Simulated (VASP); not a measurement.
# Pressure and energy of triclinic CuWO4 against volume at fixed fractional positions: PBEsol without spin polarisation

Copper tungstate is studied as a light-absorbing photoanode for splitting water, and in a film or a pressed electrode it is seldom free of stress. Relating a stress to a change of volume, and to the elastic energy stored, requires the equation of state. The question here is how pressure and energy change when the P-1 cell is scaled evenly about equilibrium. Seven volumes are calculated with PBEsol for a static lattice. Volume changes are measured from the fitted minimum at 11.02 Å³ per atom, energies from the lowest calculated point, and positive pressure means compression. The atoms keep their fractional positions, so the curve describes a uniformly scaled crystal and not one whose atoms have settled under load.

## Method

A cell from a diffraction database, relaxed at this level and then scaled evenly, fractional positions kept. VASP 6.6.1, plane waves with PAW, PBEsol, cutoff 520 eV, k mesh 4×4×4, no spin polarisation, no spin-orbit coupling, static lattice. A Birch-Murnaghan fit to the energies has its minimum at 11.02 Å³ per atom.

Notes on method and selection:

- The pressure is that of a finite plane-wave basis, so it need not vanish exactly at the minimum of the energy.
- Only series whose fit has its minimum inside the range and an error under 0.5 meV per atom are shown.
- Where rows or columns differ in functional or spin-orbit coupling, non-spherical gradient terms in the PAW spheres (LASPH) may be on in some and off in others.
- Runs that did not converge, have known faults or may not be shown are not listed, and runs on Ansatz's PAW sets soft_1 and soft_2 are kept to separate tables.

Columns:

- volume change (%): volume relative to the fitted equilibrium volume.
- pressure (GPa): pressure from the stress tensor (positive: compressed).
- energy (meV/atom): energy per atom above the lowest point of the series.

## The series

```
member    volume change (%)  pressure (GPa)  energy (meV/atom)
10.35 Å³  −6.12              17.75           35.7
10.57 Å³  −4.12              11.19           15.6
10.79 Å³  −2.12              5.33            4.0
11.01 Å³  −0.12              0.04            0.0
11.23 Å³  1.87               −4.67           2.9
11.45 Å³  3.87               −8.88           11.9
11.67 Å³  5.87               −12.65          26.4
```

pressure (GPa) against volume change (%):

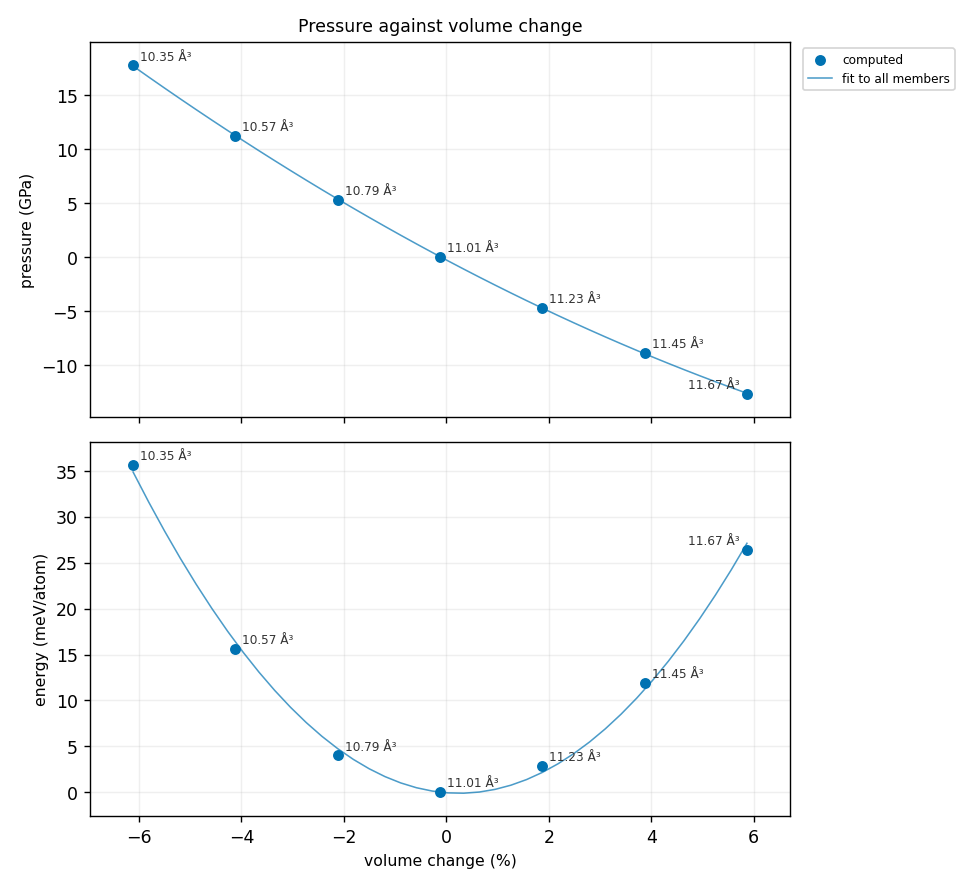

Least-squares fits to the whole series, with x = volume change (%); R² and errors in the fitted variable (y, or ln y where the fit is in ln y):

```
y                  members  fit                                  R²    rms residual  leave-one-out rms  the same for the mean of the others
pressure (GPa)     7        y = −0.2636 − 2.509 x + 0.06947 x²   1.00  0.048         0.13               12
energy (meV/atom)  7        y = −0.07121 − 0.4348 x + 0.8637 x²  1.00  0.69          1.9                14
```

## Mechanism

The pressure falls at every step, from 17.75 GPa at −6.12 % to −12.65 GPa at 5.87 %. The steps shrink along the way: 6.56, 5.86, 5.29, 4.71, 4.21 and 3.77 GPa, each for about 2 % of volume. The first is 6.56 / 3.77 = 1.74 times the last, so the crystal stiffens under compression and softens under expansion.

The bulk modulus is B = −V dP/dV. Across the two rows on either side of equilibrium the slope is (5.33 + 4.67) / (1.87 + 2.12) = 2.51 GPa per per cent, which makes B = 2.51 × 100 = 251 GPa. Its rise with pressure follows from the outermost steps, with each slope per per cent multiplied by the volume at mid-step, in per cent of the equilibrium volume. The mid-step volume changes are (−6.12 − 4.12) / 2 = −5.12 % and (3.87 + 5.87) / 2 = 4.87 %. B is (100 − 5.12) × 6.56 / (6.12 − 4.12) = 311 GPa at a mean pressure of (17.75 + 11.19) / 2 = 14.5 GPa, and (100 + 4.87) × 3.77 / (5.87 − 3.87) = 198 GPa at (−8.88 − 12.65) / 2 = −10.8 GPa. The rise is (311 − 198) / (14.5 + 10.8) = 4.5 GPa per GPa, which is ordinary for a solid.

The energy shows the same asymmetry. Divided by the square of the volume change, it is 35.7 / 6.12² = 0.95 meV per atom per square per cent at the smallest volume and 26.4 / 5.87² = 0.77 in the same unit at the largest. The general reason is that the repulsion between overlapping electron shells grows steeply as bonds shorten, while the attraction that holds the crystal together varies more gently with distance.

A modulus of 251 GPa is nevertheless high for a tungstate of this structural family; measured moduli in the family are well below it. The frozen positions act in the right direction. Even scaling shortens every bond by the same fraction, about 2 % at the smallest volume, including the short, strong W–O bonds. In a real crystal the polyhedra can tilt and the longer, weaker Cu–O contacts can take up more of the strain. The forces on the atoms grow steadily away from equilibrium, which shows that some relaxation is being held back, though not which bonds would take it up. Keeping the cell shape adds to the stiffness, since the stress in the scaled cells is not isotropic. How much of the excess these two constraints explain cannot be read from the table.

## Outliers

Largest departures from the fit to the whole series:

```
member    pressure (GPa)  fit     computed − fit  in rms residuals
10.57 Å³  11.19           11.25   −0.06           1.3
10.35 Å³  17.75           17.69   +0.06           1.2
11.45 Å³  −8.88           −8.93   +0.05           1.1
11.67 Å³  −12.65          −12.60  −0.05           1.1
```

The pressures stay close to a quadratic in the volume change. The largest departures, +0.06 GPa at 10.35 Å³ and −0.06 GPa at 10.57 Å³, are only 1.2 and 1.3 times the rms residual. With +0.05 GPa at 11.45 Å³ and −0.05 GPa at 11.67 Å³ they form the regular pattern left by a missing cubic term, not scatter between runs.

The energy parabola is cruder, for the same reason. At 11.23 Å³ it gives 2.1 meV per atom against 2.9 calculated, and its minimum falls at 0.4348 / (2 × 0.8637) = 0.25 % instead of zero. It should not be used to locate the equilibrium volume.

The row at 11.01 Å³ has a different peculiarity. It is compressed by 0.12 %, which at 2.51 GPa per per cent should give 0.30 GPa, yet the stress tensor gives 0.04 GPa. The shortfall of 0.26 GPa has the sign expected of a finite plane-wave basis, which makes the calculated pressure too low.

## Problems

**Which volume corresponds to a pressure of 8 GPa?**

The target lies between the rows at 5.33 and 11.19 GPa. The fraction of the interval is (8 − 5.33) / (11.19 − 5.33) = 0.46, so the volume change is −2.12 − 0.46 × 2.00 = −3.04 %. The volume is 11.02 × (1 − 3.04 / 100) = 10.68 Å³ per atom. This uses the tabulated pressures as they stand; correcting their small offset would make the volume slightly larger. A crystal free to relax its atoms would shrink further at this pressure.

**Do the energies confirm the offset in the pressure?**

The mean pressure over an interval equals the fall in energy divided by the rise in volume, with 1 meV/Å³ = 0.1602 GPa. From −4.12 to −0.12 % the energies give 15.6 × 100 / ((4.12 − 0.12) × 11.02) × 0.1602 = 5.67 GPa. Simpson's rule on the tabulated pressures gives (11.19 + 4 × 5.33 + 0.04) / 6 = 5.43 GPa, which is 0.24 GPa lower. From −0.12 to 3.87 % the energies give −11.9 × 100 / ((3.87 + 0.12) × 11.02) × 0.1602 = −4.34 GPa and Simpson's rule gives (0.04 − 4 × 4.67 − 8.88) / 6 = −4.59 GPa, a gap of 0.25 GPa in the same direction. The offset is therefore real and nearly constant over this range.

**Is relaxing to zero stress good enough for the equilibrium volume?**

Just above −0.12 % the pressure falls by (0.04 + 4.67) / (1.87 + 0.12) = 2.37 GPa per per cent. It reaches zero at −0.12 + 0.04 / 2.37 = −0.10 %. The volume error is about 0.01 Å³ per atom, which is negligible for most purposes.

## What to take away

Between −6.12 and 5.87 % the pressure of the uniformly scaled cell can be interpolated safely, and from −4.12 to 3.87 %, where this was checked, a constant offset of about a quarter of a GPa brings it into line with the energies. Such smoothness was a condition for showing the series, so it is no measure of how often these curves succeed.

For the real crystal, relaxing positions and cell shape would lower the energy of the strained cells and reduce the modulus. Thermal and zero-point motion would normally add a positive pressure and enlarge the equilibrium volume. The calculation also makes CuWO4 a metal, whereas the real compound is a semiconductor with an unpaired electron on each Cu²⁺ ion. Local moments usually favour a somewhat larger volume, which would raise the pressure at a given volume; the size of that shift is not shown in the table.

[Logs are printed without paths, hosts, clocks, repeated set-up lines and the standing remarks that a program may print on its own settings, such as how far it seeks lower states.]
